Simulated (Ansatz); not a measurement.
System: Cu.

The calculation's input:

```
crystal:
  lattice:
    - [2.5340966698, 0.0, 0.0]
    - [-1.2670483349, 2.1945920917, 0.0]
    - [0.0, 0.0, 4.112571]
  atoms:
    - { symbol: Cu, position: [0.3333333333, 0.6666666667, 0.25] }
    - { symbol: Cu, position: [0.6666666667, 0.3333333333, 0.75] }
basis:
  ecutwfc: 500
kpoints:
  mp_grid: { grid: [24, 24, 14] }
hamiltonian:
  xc: r2scan
scf:
  occupations: { method: gaussian, width: 0.15 }
output:
  forces: true
  stress: true
  eigenvalues: true
  write_density: true
  write_potential: true
  elf: true
  volumetric_format: npy
```

Run with:

```sh
ansatz run input.yaml --threads 1 --pin off --max-ram 2560MiB --backend cpu --events-out ev --progress --plain --runs-dir out
```

Below, planes, directions and counts refer to the conventional cell (a = 2.53 Å, b = 2.53 Å, c = 4.11 Å, α = 90.00°, β = 90.00°, γ = 120.00°).

Space group P6₃/mmc; a structure from a database of computed crystals, not necessarily the ambient phase; computed without spin polarisation.

Computed with DFT r2SCAN, scalar-relativistic, plane waves, PAW (Ansatz).

**Predict the valence pseudo-density and electron localisation function between the atoms.**

Cu–Cu (2.53 Å): ρ at the midpoint is about 0.3 e/Å³; the ELF is about 0.20 at the midpoint: no localised pair shows between them.

**Does the calculation make it a metal, or give it a gap?**

It is metallic or semimetallic at this level of theory: no gap opens.

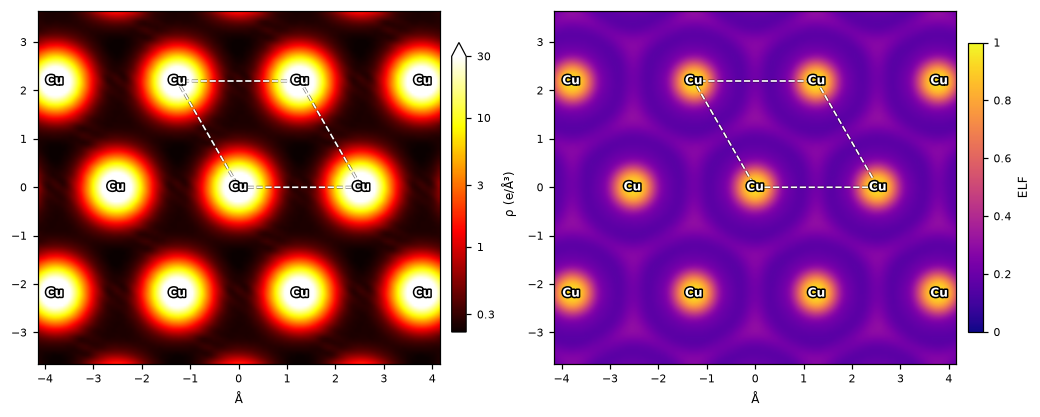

Computed valence pseudo-density and electron localisation function on the (001) plane of the conventional cell, in this order. 

In a PAW calculation such maps are meaningful between the atoms, not at the nuclei.
